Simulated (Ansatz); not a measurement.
**Geometry relaxation, with input and output: Ga$_{3}$P$_{3}$H$_{10}$ (part 1 of 3)**

- system: Ga$_{3}$P$_{3}$H$_{10}$ (32 atoms in the cell)
- method: DFT PBE, scalar-relativistic, plane waves, PAW, no spin polarisation (Ansatz 0.2.0)

The structure derives from an entry of the Crystallography Open Database. It belongs to a series of runs on one base structure; here: cluster of 12 atoms cut as a cube about point 0.22 0.01 0.23, cut bonds capped with H. Figures and captions count atoms from 1; the log counts them from 0 in places.

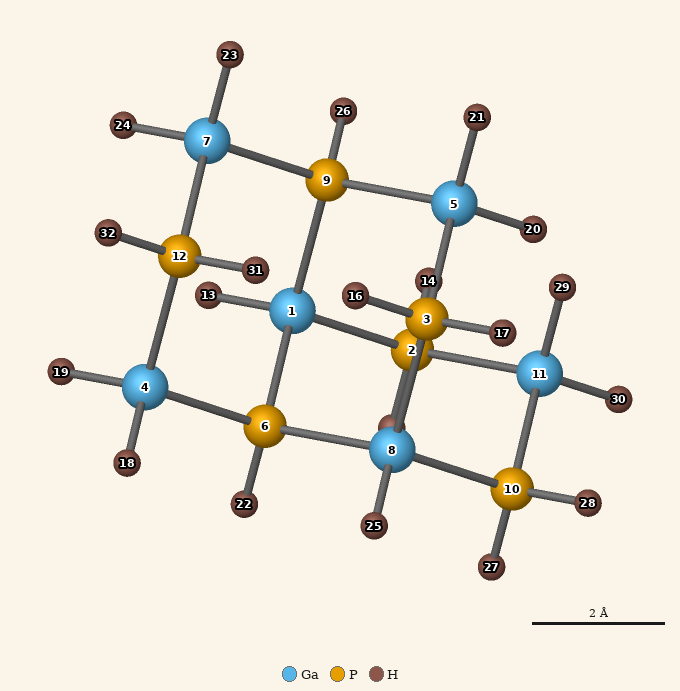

Fig. 1: The input geometry (ball-and-stick view of the molecule without its box, seen at a tilt; atoms are numbered from 1 in the order of the input). An atom can appear more than once, as a periodic image.

## Input file
```yaml
crystal:
  lattice:
    - [16.1, 0.0, 0.0]
    - [0.0, 15.1, 0.0]
    - [0.0, 0.0, 15.2]
  atoms:
    - { symbol: Ga, position: [0.459948265, 0.5, 0.4094560259] }
    - { symbol: P, position: [0.5454307747, 0.591143603, 0.3189120518] }
    - { symbol: P, position: [0.5454307747, 0.591143603, 0.6810879482] }
    - { symbol: Ga, position: [0.459948265, 0.3177127939, 0.5905439741] }
    - { symbol: Ga, position: [0.459948265, 0.6822872061, 0.5905439741] }
    - { symbol: P, position: [0.5454307747, 0.408856397, 0.5] }
    - { symbol: Ga, position: [0.2889832457, 0.5, 0.5905439741] }
    - { symbol: Ga, position: [0.6309132844, 0.5, 0.5905439741] }
    - { symbol: P, position: [0.3744657554, 0.591143603, 0.5] }
    - { symbol: P, position: [0.7163957941, 0.591143603, 0.5] }
    - { symbol: Ga, position: [0.6309132844, 0.6822872061, 0.4094560259] }
    - { symbol: P, position: [0.3744657554, 0.408856397, 0.6810879482] }
    - { symbol: H, position: [0.4036476487, 0.4399708661, 0.3498218205] }
    - { symbol: H, position: [0.4945091982, 0.6454374694, 0.264975382] }
    - { symbol: H, position: [0.5963523513, 0.5368497367, 0.264975382] }
    - { symbol: H, position: [0.4945091982, 0.5368497367, 0.735024618] }
    - { symbol: H, position: [0.5963523513, 0.6454374694, 0.735024618] }
    - { symbol: H, position: [0.5162488814, 0.25768366, 0.6501781795] }
    - { symbol: H, position: [0.4036476487, 0.25768366, 0.5309097686] }
    - { symbol: H, position: [0.5162488814, 0.74231634, 0.5309097686] }
    - { symbol: H, position: [0.4036476487, 0.74231634, 0.6501781795] }
    - { symbol: H, position: [0.5963523513, 0.3545625306, 0.4460633301] }
    - { symbol: H, position: [0.2326826294, 0.5600291339, 0.6501781795] }
    - { symbol: H, position: [0.2326826294, 0.4399708661, 0.5309097686] }
    - { symbol: H, position: [0.6872139007, 0.4399708661, 0.6501781795] }
    - { symbol: H, position: [0.3235441788, 0.6454374694, 0.4460633301] }
    - { symbol: H, position: [0.7673173706, 0.5368497367, 0.4460633301] }
    - { symbol: H, position: [0.7673173706, 0.6454374694, 0.5539366699] }
    - { symbol: H, position: [0.5746126681, 0.74231634, 0.4690902314] }
    - { symbol: H, position: [0.6872139007, 0.74231634, 0.3498218205] }
    - { symbol: H, position: [0.4253873319, 0.4631502633, 0.735024618] }
    - { symbol: H, position: [0.3235441788, 0.3545625306, 0.735024618] }
basis:
  ecutwfc: 420
kpoints:
  mp_grid: { grid: [1, 1, 1] }
hamiltonian:
  xc: pbe
scf:
  occupations: { method: gaussian, width: 0.05 }
output:
  forces: true
  eigenvalues: true
  populations: true
  write_density: true
  write_potential: true
  elf: true
  volumetric_format: npy
relax:
  adjacent_minimum: "off"
  f_tol: 0.03
  max_steps: 40
```

Hardware: 4 threads of Arm Neoverse V2, 24 GiB of memory available, shared host.

Launched with:
```bash
ansatz run input.yaml --threads 4 --pin off --max-ram 11264MiB --backend cpu --events-out ev --progress --plain --runs-dir out
```

## The program's output
```
Engine: ansatz 0.2.0, aarch64-unknown-linux-gnu
Pseudopotentials: kind: paw
Pseudopotential: Ga, paw, valence charge 13, recommended cutoff 420 eV (normal), Ga.paw.azcp
Pseudopotential: P, paw, valence charge 5, recommended cutoff 420 eV (normal), P.paw.azcp
Pseudopotential: H, paw, valence charge 1, recommended cutoff 420 eV (normal), H.paw.azcp
Functional definition: PBE
  parameter kappa = 0.804
  parameter beta = 0.06672455060314922
  exchange = pbe_x(kappa = kappa, mu = beta*pi^2/3)
  correlation = pbe_c(beta = beta)
Crystal: 32 atoms, lattice volume = 3695.272 Å³
Basis set: ecut = 420 eV, 72285 PW (Γ), exchange–correlation on 216×216×216 points (8 copies of the dense FFT grid, shifted against one another)
Bands: 96, of which v1, the nominal top of the filled ones, is band 64 counted from 1 (63 counted from 0)
Symmetry: 1 space group operations
Space group: P1 (ITA 1), of the structure as read, at distance tolerance 1.5e-4 Å
k-points: 1
Non-local potential: Ga, projectors of the file, l = 0: 2, l = 1: 2, l = 2: 3, l = 3: 1
Non-local potential: P, projectors of the file, l = 0: 2, l = 1: 2, l = 2: 2
Non-local potential: H, projectors of the file, l = 0: 2, l = 1: 1
PAW form: soft (Blöchl's): semilocal exchange-correlation on the pseudo side does not see the compensation charge
PAW one-centre angular grid: Ga, 590 points (default); XC on 64 Gauss nodes
PAW one-centre angular grid: P, 110 points (default); XC on 64 Gauss nodes
PAW one-centre angular grid: H, 110 points (default); XC on 64 Gauss nodes
Initial density: superposition of atomic densities (neutral atoms: chi_scale 0, normalization atom), corrected by the library's trained network
Initial wavefunctions: pseudopotential atomic-orbital guess
Functional: x = pbe(κ = 0.804, μ = 0.2195149727645171), c = pbe(β = 0.06672455060314922)
SCF iter   1: F=—  HF=-27548.212446 eV  |F-HF|=—  |Δ(HF+E_count)|=         —  Δρ=2.01e-3  dr2=4.79e-1  ethr=1.77e-3  ⟨swp⟩=11.0  Hψ=619  notcnv=0  defer=8
preconditioner: auto → Resta (q_TF=auto, 1.558 Å⁻¹)  ε∞=1.3  [insulator: Δε(μ)=3.097 eV  Ē_g=13.620 eV  σ=0.050 eV  W_gap=1.00  n_scr=250 (ndim 8)  ℏωp=6.9 eV  f_vac=0.822  D(μ)=0.00/eV (n_scr^D=0)  ε∞_Penn≈1.3  vacuum switching on, ρ_ref=1.3e-2 e/Å³]
SCF iter   2: F=—  HF=-27548.076147 eV  |F-HF|=—  |Δ(HF+E_count)|=   1.36e-1  Δρ=8.26e-4  dr2=4.54e-2  ethr=3.74e-4  ⟨swp⟩=4.0  Hψ=148  notcnv=0  defer=28
SCF iter   3: F=—  HF=-27548.076010 eV  |F-HF|=—  |Δ(HF+E_count)|=   1.37e-4  Δρ=3.19e-4  dr2=5.86e-3  ethr=3.54e-5  ⟨swp⟩=3.0  Hψ=127  notcnv=0  defer=28
SCF iter   4: F=—  HF=-27548.079577 eV  |F-HF|=—  |Δ(HF+E_count)|=   3.57e-3  Δρ=1.43e-4  dr2=1.20e-3  ethr=4.58e-6  ⟨swp⟩=2.0  Hψ=148  notcnv=0  defer=28
SCF iter   5: F=—  HF=-27548.081015 eV  |F-HF|=—  |Δ(HF+E_count)|=   1.44e-3  Δρ=3.99e-5  dr2=8.09e-5  ethr=9.41e-7  ⟨swp⟩=2.0  Hψ=120  notcnv=0  defer=28
SCF iter   6: F=—  HF=-27548.081241 eV  |F-HF|=—  |Δ(HF+E_count)|=   2.25e-4  Δρ=1.23e-5  dr2=5.31e-6  ethr=1.76e-8  ⟨swp⟩=34.0  Hψ=1359  notcnv=0
SCF iter   7: F=-27548.081250 eV  HF=-27548.081250 eV  |F-HF|=4.45e-7  |Δ(HF+E_count)|=   9.42e-6  Δρ=3.32e-6  dr2=3.25e-7  ethr=4.15e-9  ⟨swp⟩=21.0  Hψ=862  notcnv=0
SCF 1 converged in 7 iterations: F = -27548.081250 eV  dr2 = 3.25e-7
  greatest PAW one-centre occupation: 0.994 electrons in one spin orbital (limit 2), on the Ga atom at site 0 (counted from 0), in its partial waves of l = 2
relax step   1: F+E_penalty+E_count = -27548.08125043 eV  Δ(F+E_penalty+E_count) = +0.000e0 eV  max|allowed force component| = 1.257e0 eV/Å  Δτ_max = 0.0000 Å  (7 SCF iters, dr2 threshold 2.25e-5 eV, accepted)
Initial density: handed on by an earlier stage of this run
Initial wavefunctions: those handed on with the density
iter 1 solved again at ethr=5.21e-4 eV; its pass at ethr=3.10e-3 eV (dr2=6.66e-1 eV) is discarded
SCF iter   1: F=—  HF=-27549.718900 eV  |F-HF|=—  |Δ(HF+E_count)|=         —  Δρ=5.01e-3  dr2=6.76e-1  ethr=5.21e-4  ⟨swp⟩=1.0  Hψ=405  notcnv=0  defer=25
preconditioner: auto → Resta (q_TF=auto, 1.558 Å⁻¹)  ε∞=1.3  [insulator: Δε(μ)=3.280 eV  Ē_g=13.560 eV  σ=0.050 eV  W_gap=1.00  n_scr=250 (ndim 8)  ℏωp=6.9 eV  f_vac=0.827  D(μ)=0.00/eV (n_scr^D=0)  ε∞_Penn≈1.3  vacuum switching on, ρ_ref=1.3e-2 e/Å³]
SCF iter   2: F=—  HF=-27549.549762 eV  |F-HF|=—  |Δ(HF+E_count)|=   1.69e-1  Δρ=2.31e-3  dr2=9.71e-2  ethr=5.21e-4  ⟨swp⟩=4.0  Hψ=112  notcnv=0  defer=25
SCF iter   3: F=—  HF=-27549.543703 eV  |F-HF|=—  |Δ(HF+E_count)|=   6.06e-3  Δρ=6.18e-4  dr2=1.48e-2  ethr=7.59e-5  ⟨swp⟩=4.0  Hψ=175  notcnv=0  defer=24
SCF iter   4: F=—  HF=-27549.540596 eV  |F-HF|=—  |Δ(HF+E_count)|=   3.11e-3  Δρ=1.87e-4  dr2=1.11e-3  ethr=1.16e-5  ⟨swp⟩=2.0  Hψ=138  notcnv=0  defer=24
SCF iter   5: F=-27549.540535 eV  HF=-27549.540546 eV  |F-HF|=1.08e-5  |Δ(HF+E_count)|=   5.01e-5  Δρ=4.84e-5  dr2=8.36e-5  ethr=7.72e-8  ⟨swp⟩=30.0  Hψ=1373  notcnv=0
SCF 2 converged in 5 iterations: F = -27549.540535 eV  dr2 = 8.36e-5
  greatest PAW one-centre occupation: 0.994 electrons in one spin orbital (limit 2), on the Ga atom at site 3 (counted from 0), in its partial waves of l = 2
relax step   2: F+E_penalty+E_count = -27549.54053485 eV  Δ(F+E_penalty+E_count) = -1.459e0 eV  max|allowed force component| = 5.319e-1 eV/Å  Δτ_max = 0.1931 Å  (5 SCF iters, dr2 threshold 9.88e-5 eV, accepted)
[... from here on the SCF iterations and repeated set-up lines of each step are left out, up to the last step ...]
SCF 3 converged in 6 iterations: F = -27549.870921 eV  dr2 = 3.51e-6
relax step   3: F+E_penalty+E_count = -27549.87092053 eV  Δ(F+E_penalty+E_count) = -3.304e-1 eV  max|allowed force component| = 1.920e-1 eV/Å  Δτ_max = 0.1931 Å  (6 SCF iters, dr2 threshold 1.77e-5 eV, accepted)
SCF 4 converged in 7 iterations: F = -27550.008880 eV  dr2 = 1.75e-7
relax step   4: F+E_penalty+E_count = -27550.00887994 eV  Δ(F+E_penalty+E_count) = -1.380e-1 eV  max|allowed force component| = 1.592e-1 eV/Å  Δτ_max = 0.1949 Å  (7 SCF iters, dr2 threshold 4.80e-6 eV, accepted)
SCF 5 converged in 6 iterations: F = -27550.077504 eV  dr2 = 2.31e-6
relax step   5: F+E_penalty+E_count = -27550.07750442 eV  Δ(F+E_penalty+E_count) = -6.862e-2 eV  max|allowed force component| = 1.211e-1 eV/Å  Δτ_max = 0.2000 Å  (6 SCF iters, dr2 threshold 3.30e-6 eV, accepted)
SCF 6 converged in 7 iterations: F = -27550.121955 eV  dr2 = 2.36e-7
relax step   6: F+E_penalty+E_count = -27550.12195476 eV  Δ(F+E_penalty+E_count) = -4.445e-2 eV  max|allowed force component| = 1.103e-1 eV/Å  Δτ_max = 0.1955 Å  (7 SCF iters, dr2 threshold 8.49e-6 eV, accepted)
SCF 7 converged in 7 iterations: F = -27550.138858 eV  dr2 = 1.53e-7
relax step   7: F+E_penalty+E_count = -27550.13885792 eV  Δ(F+E_penalty+E_count) = -1.690e-2 eV  max|allowed force component| = 1.470e-1 eV/Å  Δτ_max = 0.1950 Å  (7 SCF iters, dr2 threshold 7.05e-6 eV, accepted)
SCF 8 converged in 5 iterations: F = -27550.146833 eV  dr2 = 6.25e-6
relax step   8: F+E_penalty+E_count = -27550.14683304 eV  Δ(F+E_penalty+E_count) = -7.975e-3 eV  max|allowed force component| = 1.060e-1 eV/Å  Δτ_max = 0.0699 Å  (5 SCF iters, dr2 threshold 1.79e-5 eV, accepted)
SCF 9 converged in 7 iterations: F = -27550.153556 eV  dr2 = 6.32e-8
relax step   9: F+E_penalty+E_count = -27550.15355572 eV  Δ(F+E_penalty+E_count) = -6.723e-3 eV  max|allowed force component| = 5.953e-2 eV/Å  Δτ_max = 0.0840 Å  (7 SCF iters, dr2 threshold 5.84e-6 eV, accepted)
SCF 10 converged in 6 iterations: F = -27550.156746 eV  dr2 = 7.29e-7
relax step  10: F+E_penalty+E_count = -27550.15674555 eV  Δ(F+E_penalty+E_count) = -3.190e-3 eV  max|allowed force component| = 9.856e-2 eV/Å  Δτ_max = 0.0755 Å  (6 SCF iters, dr2 threshold 1.12e-6 eV, accepted)
SCF 11 converged in 5 iterations: F = -27550.158497 eV  dr2 = 1.83e-6
relax step  11: F+E_penalty+E_count = -27550.15849679 eV  Δ(F+E_penalty+E_count) = -1.751e-3 eV  max|allowed force component| = 1.053e-1 eV/Å  Δτ_max = 0.0459 Å  (5 SCF iters, dr2 threshold 3.07e-6 eV, accepted)
SCF 12 converged in 5 iterations: F = -27550.160187 eV  dr2 = 2.12e-6
relax step  12: F+E_penalty+E_count = -27550.16018749 eV  Δ(F+E_penalty+E_count) = -1.691e-3 eV  max|allowed force component| = 1.075e-1 eV/Å  Δτ_max = 0.0643 Å  (5 SCF iters, dr2 threshold 1.11e-5 eV, accepted)
SCF 13 converged in 5 iterations: F = -27550.161110 eV  dr2 = 1.31e-6
relax step  13: F+E_penalty+E_count = -27550.16110984 eV  Δ(F+E_penalty+E_count) = -9.224e-4 eV  max|allowed force component| = 9.011e-2 eV/Å  Δτ_max = 0.0469 Å  (5 SCF iters, dr2 threshold 1.16e-5 eV, accepted)
SCF 14 converged in 5 iterations: F = -27550.162231 eV  dr2 = 2.34e-6
relax step  14: F+E_penalty+E_count = -27550.16223108 eV  Δ(F+E_penalty+E_count) = -1.121e-3 eV  max|allowed force component| = 7.149e-2 eV/Å  Δτ_max = 0.0634 Å  (5 SCF iters, dr2 threshold 5.71e-6 eV, accepted)
SCF 15 converged in 6 iterations: F = -27550.163205 eV  dr2 = 3.89e-7
relax step  15: F+E_penalty+E_count = -27550.16320548 eV  Δ(F+E_penalty+E_count) = -9.744e-4 eV  max|allowed force component| = 7.201e-2 eV/Å  Δτ_max = 0.0781 Å  (6 SCF iters, dr2 threshold 3.22e-6 eV, accepted)
SCF 16 converged in 5 iterations: F = -27550.163893 eV  dr2 = 1.50e-6
relax step  16: F+E_penalty+E_count = -27550.16389271 eV  Δ(F+E_penalty+E_count) = -6.872e-4 eV  max|allowed force component| = 6.774e-2 eV/Å  Δτ_max = 0.0501 Å  (5 SCF iters, dr2 threshold 3.26e-6 eV, accepted)
SCF 17 converged in 5 iterations: F = -27550.164379 eV  dr2 = 5.06e-7
relax step  17: F+E_penalty+E_count = -27550.16437937 eV  Δ(F+E_penalty+E_count) = -4.867e-4 eV  max|allowed force component| = 5.080e-2 eV/Å  Δτ_max = 0.0296 Å  (5 SCF iters, dr2 threshold 4.06e-6 eV, accepted)
SCF 18 converged in 5 iterations: F = -27550.164888 eV  dr2 = 7.43e-7
relax step  18: F+E_penalty+E_count = -27550.16488801 eV  Δ(F+E_penalty+E_count) = -5.086e-4 eV  max|allowed force component| = 2.518e-2 eV/Å  Δτ_max = 0.0358 Å  (5 SCF iters, dr2 threshold 1.45e-6 eV, accepted)
SCF 19 converged in 3 iterations: F = -27550.164888 eV  dr2 = 3.37e-8
relax step  19: F+E_penalty+E_count = -27550.16488831 eV  Δ(F+E_penalty+E_count) = -2.966e-7 eV  max|allowed force component| = 2.512e-2 eV/Å  Δτ_max = 0.0000 Å  (3 SCF iters, accepted)
SCF 20 converged in 7 iterations: F = -27550.165382 eV  dr2 = 2.95e-8
relax step  20: F+E_penalty+E_count = -27550.16538205 eV  Δ(F+E_penalty+E_count) = -4.937e-4 eV  max|allowed force component| = 2.670e-2 eV/Å  Δτ_max = 0.0693 Å  (7 SCF iters, accepted)
SCF 21 converged in 7 iterations: F = -27550.165570 eV  dr2 = 3.85e-8
relax step  21: F+E_penalty+E_count = -27550.16556966 eV  Δ(F+E_penalty+E_count) = -1.876e-4 eV  max|allowed force component| = 7.461e-2 eV/Å  Δτ_max = 0.0927 Å  (7 SCF iters, accepted)
SCF 22 converged in 4 iterations: F = -27550.165928 eV  dr2 = 3.46e-6
relax step  22: F+E_penalty+E_count = -27550.16592776 eV  Δ(F+E_penalty+E_count) = -3.581e-4 eV  max|allowed force component| = 5.513e-2 eV/Å  Δτ_max = 0.0179 Å  (4 SCF iters, dr2 threshold 5.57e-6 eV, accepted)
SCF 23 converged in 4 iterations: F = -27550.166116 eV  dr2 = 1.10e-6
relax step  23: F+E_penalty+E_count = -27550.16611647 eV  Δ(F+E_penalty+E_count) = -1.887e-4 eV  max|allowed force component| = 4.821e-2 eV/Å  Δτ_max = 0.0075 Å  (4 SCF iters, dr2 threshold 1.66e-6 eV, accepted)
SCF 24 converged in 5 iterations: F = -27550.166371 eV  dr2 = 1.79e-7
relax step  24: F+E_penalty+E_count = -27550.16637149 eV  Δ(F+E_penalty+E_count) = -2.550e-4 eV  max|allowed force component| = 9.072e-3 eV/Å  Δτ_max = 0.0166 Å  (5 SCF iters, dr2 threshold 1.27e-6 eV, accepted)
SCF 25 converged in 2 iterations: F = -27550.166372 eV  dr2 = 3.48e-8
relax step  25: F+E_penalty+E_count = -27550.16637155 eV  Δ(F+E_penalty+E_count) = -6.023e-8 eV  max|allowed force component| = 9.115e-3 eV/Å  Δτ_max = 0.0000 Å  (2 SCF iters, accepted)
SCF iter   1: F=—  HF=-27550.168555 eV  |F-HF|=—  |Δ(HF+E_count)|=         —  Δρ=8.30e-4  dr2=1.39e-2  ethr=1.08e-4  ⟨swp⟩=4.0  Hψ=170  notcnv=0  defer=24
preconditioner: auto → Resta (q_TF=auto, 1.558 Å⁻¹)  ε∞=1.3  [insulator: Δε(μ)=4.330 eV  Ē_g=13.690 eV  σ=0.050 eV  W_gap=1.00  n_scr=250 (ndim 8)  ℏωp=6.9 eV  f_vac=0.822  D(μ)=0.00/eV (n_scr^D=0)  ε∞_Penn≈1.3  vacuum switching on, ρ_ref=1.4e-2 e/Å³]
SCF iter   2: F=—  HF=-27550.166502 eV  |F-HF|=—  |Δ(HF+E_count)|=   2.05e-3  Δρ=3.86e-4  dr2=2.71e-3  ethr=1.08e-5  ⟨swp⟩=2.0  Hψ=120  notcnv=0  defer=24
SCF iter   3: F=—  HF=-27550.166323 eV  |F-HF|=—  |Δ(HF+E_count)|=   1.79e-4  Δρ=4.66e-5  dr2=1.55e-4  ethr=2.12e-6  ⟨swp⟩=2.0  Hψ=94  notcnv=0  defer=24
SCF iter   4: F=—  HF=-27550.166293 eV  |F-HF|=—  |Δ(HF+E_count)|=   2.94e-5  Δρ=1.46e-5  dr2=1.40e-5  ethr=1.21e-7  ⟨swp⟩=3.0  Hψ=106  notcnv=0  defer=24
SCF iter   5: F=—  HF=-27550.166613 eV  |F-HF|=—  |Δ(HF+E_count)|=   3.20e-4  Δρ=4.84e-6  dr2=8.87e-7  ethr=1.09e-8  ⟨swp⟩=3.0  Hψ=112  notcnv=0  defer=24
SCF iter   6: F=-27550.166613 eV  HF=-27550.166613 eV  |F-HF|=1.40e-8  |Δ(HF+E_count)|=   2.20e-7  Δρ=1.61e-6  dr2=9.87e-8  ethr=7.81e-11  ⟨swp⟩=22.0  Hψ=917  notcnv=0
SCF 26 converged in 6 iterations: F = -27550.166613 eV  dr2 = 9.87e-8
relax step  26: F+E_penalty+E_count = -27550.16661344 eV  Δ(F+E_penalty+E_count) = -2.419e-4 eV  max|allowed force component| = 1.189e-2 eV/Å  Δτ_max = 0.0379 Å  (6 SCF iters, accepted)
```

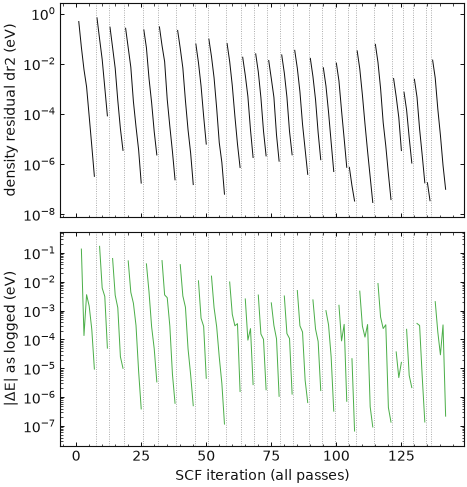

Fig. 2: Convergence of the self-consistent field: density residual dr2 and size of the energy change against the SCF iteration. The dotted lines part the SCF passes of the relaxation: geometry steps, rejected trials and re-solves on a re-selected basis. The 26 passes take 2 to 7 iterations each, 142 in all.
